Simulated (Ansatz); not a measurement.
# Geometry relaxation, with input and output: Sn$_{4}$HO (part 3 of 3)

Continued. System: Sn$_{4}$HO (slab, 6 atoms in the cell). Method: DFT PBEsol, scalar-relativistic, plane waves, PAW, no spin polarisation (Ansatz 0.2.0); cutoff 420 eV, 9×9×1 k-mesh, Gaussian smearing of 0.1 eV. The structure derives from an entry of the Crystallography Open Database. The input holds or restrains some coordinates. Forces given for the steps count only the free coordinates. It belongs to a series of runs on one base structure; here: OH put at a top Sn site.

Geometry of the input (Å; fractional positions):
```
3.4135  0.0000  0.0000
0.3483  3.3957  0.0000
0.0000  0.0000  26.7417
Sn 0.5000  0.5000  0.3179
Sn 0.0000  0.0000  0.4034
Sn 0.5000  0.5000  0.4943
Sn 0.0000  0.0000  0.5748
O  0.0000  0.0000  0.6519
H  0.1024  0.0474  0.6848
```

## Output, continued
```
--- Per-component energies (eV) ---
  E_band       = -927.580851
  E_kinetic    = 930.854375
  E_local      = -54154.057857  (includes V_loc(G=0)·N_el)
  E_nonlocal   = -73.213683
  E_hartree    = 27153.397859
  E_xc         = -1597.520577
  E_vxc        = -490.269134  (∫ρ·V_xc dr)
  E_paw        = -16407.132379  (= ΣΔE_a)
  E_vpaw       = -1445.118634  (= ΣTr[D̂ρ^β])
  E_aug_tail   = 0.001243  (compensation charges beyond the density's cutoff)
  E_efield     = 0.002400  (sawtooth field / dipole correction)
  E_vefield    = -2.562398  (∫n·V_field dr)
  E_ewald      = 19772.049021
  E_core_change = 1.174647  (= ΣΔE_core)
  E_smearing   = -0.005787  (= −TS)
  E_closure    = -0.000000  (closes the sum)
  Σ components = -24374.450738   (vs F -24374.450738, Δ=0.00e0)
--- Forces (eV/Å), atoms counted from 1 ---
  atom   1  Sn     0.00180195     0.00177887     0.24223340
  atom   2  Sn    -0.00206409    -0.00318186    -0.25170882
  atom   3  Sn     0.00340155    -0.00343090     0.00034779
  atom   4  Sn     0.00745323     0.00758895     0.00186244
  atom   5  O     -0.01564461    -0.00784692     0.00483144
  atom   6  H      0.00511610     0.00506530     0.00248456
  max |Σ_I F_I| component: 6.41e-5 eV/Å
--- Band table (eV; the first three rows and the last of 41) ---
  k-point 0: bands = ["-20.7410", "-20.6426", "-20.5974", "-20.5857", "-20.5763", "-20.5398", "-20.5371", "-20.5240", "-20.5070", "-20.5049", "-20.5019", "-20.4733", "-20.4506", "-20.4143", "-20.3865", "-20.3755", "-20.3664", "-20.3462", "-20.3301", "-20.2976", "-17.9071", "-9.8111", "-8.9356", "-7.2604", "-5.7289", "-4.1513", "-2.2494", "-1.1134", "-0.4758", "2.1378", "2.9611", "3.6222", "4.0124", "4.2005", "4.5677", "5.0438", "5.8117", "6.0299"]
  k-point 1: bands = ["-20.7369", "-20.6320", "-20.5935", "-20.5845", "-20.5666", "-20.5438", "-20.5329", "-20.5144", "-20.5114", "-20.5041", "-20.4935", "-20.4737", "-20.4522", "-20.4141", "-20.3901", "-20.3782", "-20.3696", "-20.3485", "-20.3329", "-20.3019", "-17.8928", "-9.6456", "-8.7759", "-7.1366", "-5.6500", "-4.1186", "-2.2099", "-1.2198", "-0.4127", "1.4816", "2.2777", "2.7830", "3.4850", "4.2809", "4.4534", "4.6874", "5.3367", "6.0322"]
  k-point 2: bands = ["-20.7272", "-20.6153", "-20.5861", "-20.5725", "-20.5511", "-20.5500", "-20.5294", "-20.5172", "-20.4976", "-20.4873", "-20.4834", "-20.4714", "-20.4553", "-20.4052", "-20.3979", "-20.3882", "-20.3754", "-20.3524", "-20.3425", "-20.3092", "-17.8562", "-9.1503", "-8.3039", "-6.7989", "-5.4374", "-4.0595", "-2.1713", "-1.4617", "-0.7903", "-0.1505", "0.6888", "1.9624", "3.1492", "3.8909", "4.1674", "4.7737", "5.1605", "5.8798"]
  k-point 40: bands = ["-20.7066", "-20.5979", "-20.5942", "-20.5652", "-20.5521", "-20.5270", "-20.5223", "-20.5168", "-20.4963", "-20.4830", "-20.4589", "-20.4447", "-20.4286", "-20.4088", "-20.3935", "-20.3875", "-20.3665", "-20.3619", "-20.3500", "-20.3147", "-17.7640", "-7.0013", "-6.5948", "-6.0396", "-5.6741", "-4.7414", "-3.0878", "-2.5405", "-1.7327", "-1.4327", "-0.5766", "0.4809", "2.1343", "3.2801", "3.5666", "4.0157", "5.0345", "5.6940"]
--- Relaxed structure (8 steps of the walk, 8 accepted, 0 SCFs on fresh bases) ---
  F+E_penalty+E_count = -24374.45073787 eV   max|allowed force component| = 1.564e-2 eV/Å
  atoms:
    - { symbol: Sn, position: [0.4999999999999999, 0.49999999999999994, 0.3178552083999999] }
    - { symbol: Sn, position: [0.0, 0.0, 0.4033861282999999] }
    - { symbol: Sn, position: [0.4839910749648758, 0.4788850363963516, 0.49508979053288565] }
    - { symbol: Sn, position: [0.0012138700142857689, -0.0039626617953034465, 0.5810507097711487] }
    - { symbol: O, position: [-0.02036956854374073, -0.008482241215656487, 0.6558806213478765] }
    - { symbol: H, position: [0.17418775214216065, 0.14753421671029002, 0.670915824880961] }
```

## Trajectory as extended XYZ (Å, eV, eV/Å), 8 frames, from step=1 to step=8
```
6
Lattice="3.4135 0.0000 0.0000 0.3483 3.3957 0.0000 0.0000 0.0000 26.7417" Properties=species:S:1:pos:R:3:forces:R:3 step=1 energy=-24373.96048
Sn    1.8809    1.6978    8.5000    0.0009   0.0010   0.2021
Sn    0.0000    0.0000   10.7872    0.0224   0.0031  -0.2725
Sn    1.8809    1.6978   13.2194   -0.0599  -0.0231  -0.3279
Sn    0.0000    0.0000   15.3723    0.2693   0.1157   2.1500
O     0.0000    0.0000   17.4323   -0.7938  -0.3426  -1.4501
H     0.3662    0.1610   18.3123    0.5611   0.2459  -0.3018
6
Lattice="3.4135 0.0000 0.0000 0.3483 3.3957 0.0000 0.0000 0.0000 26.7417" Properties=species:S:1:pos:R:3:forces:R:3 step=2 energy=-24374.23113
Sn    1.8809    1.6978    8.5000    0.0002   0.0018   0.2148
Sn    0.0000    0.0000   10.7872    0.0169   0.0038  -0.2283
Sn    1.8340    1.6791   13.2087   -0.0575  -0.0255   0.0208
Sn   -0.0387   -0.0144   15.5610    0.2672   0.1112  -0.4131
O    -0.0477   -0.0145   17.5102    0.0868   0.0493   1.8126
H     0.5299    0.2311   18.2860   -0.3136  -0.1405  -1.4066
6
Lattice="3.4135 0.0000 0.0000 0.3483 3.3957 0.0000 0.0000 0.0000 26.7417" Properties=species:S:1:pos:R:3:forces:R:3 step=3 energy=-24374.34312
Sn    1.8809    1.6978    8.5000    0.0004   0.0005   0.2258
Sn    0.0000    0.0000   10.7872    0.0036   0.0036  -0.2067
Sn    1.7891    1.6606   13.2242   -0.0370  -0.0213   0.0715
Sn   -0.0678   -0.0227   15.6196    0.1958   0.0726  -0.8663
O    -0.0886   -0.0219   17.5682    0.8977   0.3737   2.0981
H     0.6723    0.2795   18.1691   -1.0610  -0.4293  -1.3229
6
Lattice="3.4135 0.0000 0.0000 0.3483 3.3957 0.0000 0.0000 0.0000 26.7417" Properties=species:S:1:pos:R:3:forces:R:3 step=4 energy=-24374.41161
Sn    1.8809    1.6978    8.5000    0.0011   0.0000   0.2412
Sn    0.0000    0.0000   10.7872   -0.0054   0.0031  -0.2209
Sn    1.7653    1.6516   13.2349   -0.0208  -0.0136   0.0768
Sn   -0.0741   -0.0153   15.6076    0.0892   0.0143  -0.4948
O    -0.0865    0.0017   17.5862    1.1485   0.3657   1.0607
H     0.7900    0.2743   18.0167   -1.2127  -0.3692  -0.6620
6
Lattice="3.4135 0.0000 0.0000 0.3483 3.3957 0.0000 0.0000 0.0000 26.7417" Properties=species:S:1:pos:R:3:forces:R:3 step=5 energy=-24374.42533
Sn    1.8809    1.6978    8.5000    0.0015   0.0018   0.2477
Sn    0.0000    0.0000   10.7872   -0.0020  -0.0055  -0.2233
Sn    1.7764    1.5996   13.2717    0.0130   0.0100  -0.0601
Sn    0.0079   -0.0036   15.5534    0.0044  -0.0050   0.0689
O    -0.0502   -0.0263   17.5533   -1.2016  -0.7554  -0.6651
H     0.6697    0.4275   17.9717    1.1856   0.7531   0.6336
6
Lattice="3.4135 0.0000 0.0000 0.3483 3.3957 0.0000 0.0000 0.0000 26.7417" Properties=species:S:1:pos:R:3:forces:R:3 step=6 energy=-24374.45028
Sn    1.8809    1.6978    8.5000    0.0017   0.0021   0.2463
Sn    0.0000    0.0000   10.7872   -0.0046  -0.0051  -0.2376
Sn    1.7927    1.6076   13.2499    0.0142  -0.0059   0.0050
Sn    0.0022   -0.0231   15.5588   -0.0144   0.0038  -0.0296
O    -0.0655   -0.0361   17.5606    0.0609   0.0462   0.0194
H     0.6571    0.4996   17.9517   -0.0583  -0.0419  -0.0036
6
Lattice="3.4135 0.0000 0.0000 0.3483 3.3957 0.0000 0.0000 0.0000 26.7417" Properties=species:S:1:pos:R:3:forces:R:3 step=7 energy=-24374.45028
Sn    1.8809    1.6978    8.5000    0.0018   0.0021   0.2463
Sn    0.0000    0.0000   10.7872   -0.0046  -0.0051  -0.2375
Sn    1.7927    1.6076   13.2499    0.0142  -0.0059   0.0050
Sn    0.0022   -0.0231   15.5588   -0.0144   0.0037  -0.0288
O    -0.0655   -0.0361   17.5606    0.0615   0.0466   0.0188
H     0.6571    0.4996   17.9517   -0.0584  -0.0414  -0.0038
6
Lattice="3.4135 0.0000 0.0000 0.3483 3.3957 0.0000 0.0000 0.0000 26.7417" Properties=species:S:1:pos:R:3:forces:R:3 step=8 energy=-24374.45074
Sn    1.8809    1.6978    8.5000    0.0018   0.0018   0.2422
Sn    0.0000    0.0000   10.7872   -0.0021  -0.0032  -0.2517
Sn    1.8189    1.6261   13.2396    0.0034  -0.0034   0.0003
Sn    0.0028   -0.0135   15.5383    0.0075   0.0076   0.0019
O    -0.0725   -0.0288   17.5394   -0.0156  -0.0078   0.0048
H     0.6460    0.5010   17.9415    0.0051   0.0051   0.0025
```

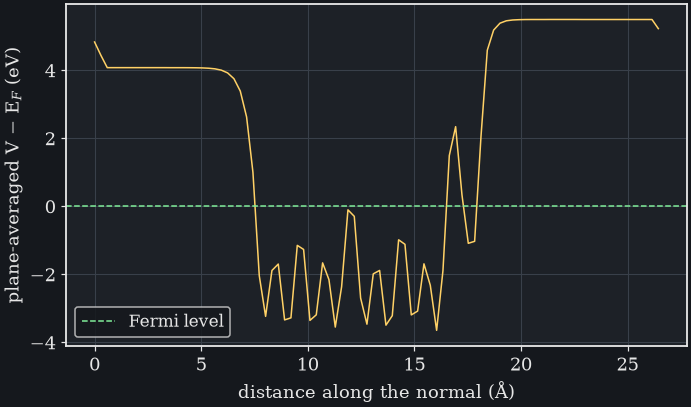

Plane average of the electrostatic potential energy of an electron across the cell, from the Fermi level. The vacuum level lies 5.49 eV above the Fermi level on the upper side and 4.07 eV on the lower.

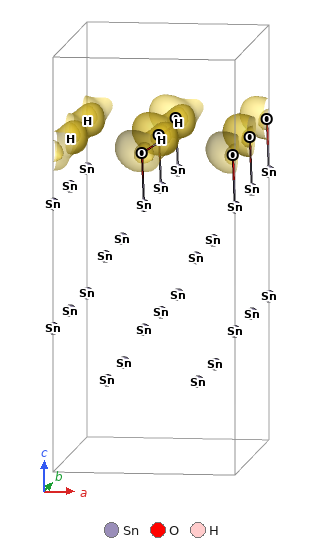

Isosurface of the ELF at 0.7 (yellow), seen slightly off an axis. Core shells and regions of very low density are left out. Sticks mark near contacts. Values along the shortest contacts: O–H (0.98 Å): the ELF climbs to about 1 towards the hydrogen, as it does in any bond to H; a covalent bond by its length. Sn–O (2.00 Å): the ELF is about 0.25 at the midpoint (no shared pair; the contact is polar). In a PAW calculation such maps are meaningful between the atoms, not at the nuclei.

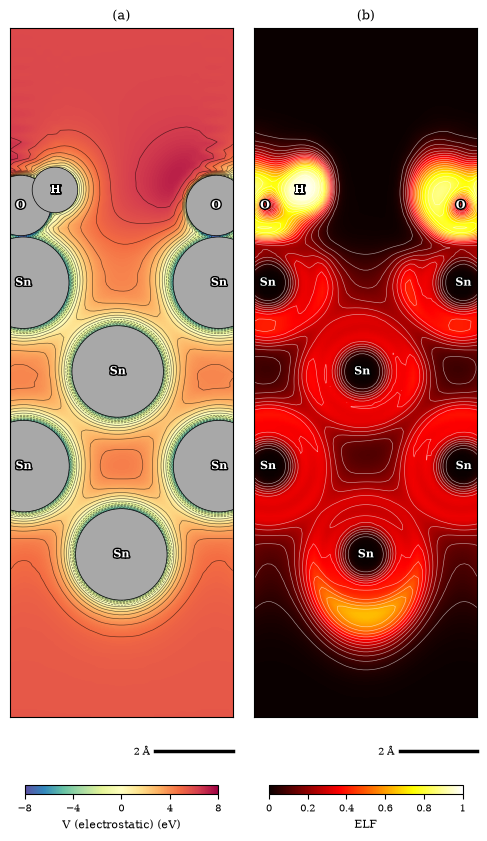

(a) electrostatic potential energy of an electron; (b) electron localisation function on the (11̄0) plane of the calculation cell, a cut from vacuum to vacuum. Grey discs, where drawn, cover atomic cores. The section cuts through Sn, O and H sites. Sn–O (2.00 Å): the ELF is about 0.25 at the midpoint (no shared pair; the contact is polar).

## Results in brief

- outcome: converged under the restraints of the input
- electrons treated: 63
- free energy: −24374.4507 eV
- work function, top face: 5.49 eV
- work function, bottom face: 4.07 eV
- Fermi energy: 0.946 eV
- gap on the k-point mesh: none (metallic)
- final volume: 309.97 Å³
- work function (upper face): 5.49 eV
- largest force (length of the vector) at the end, held atoms and coordinates included: 0.252 eV/Å
- wall time: 3 min (CPU time 6 min)
- peak memory: 0.71 GiB

## Notes

Warnings of the run: the exchange-correlation potential is rough where the density is thin. The cell holds an odd number of electrons but the run has no spin polarisation, so a band is left half filled.
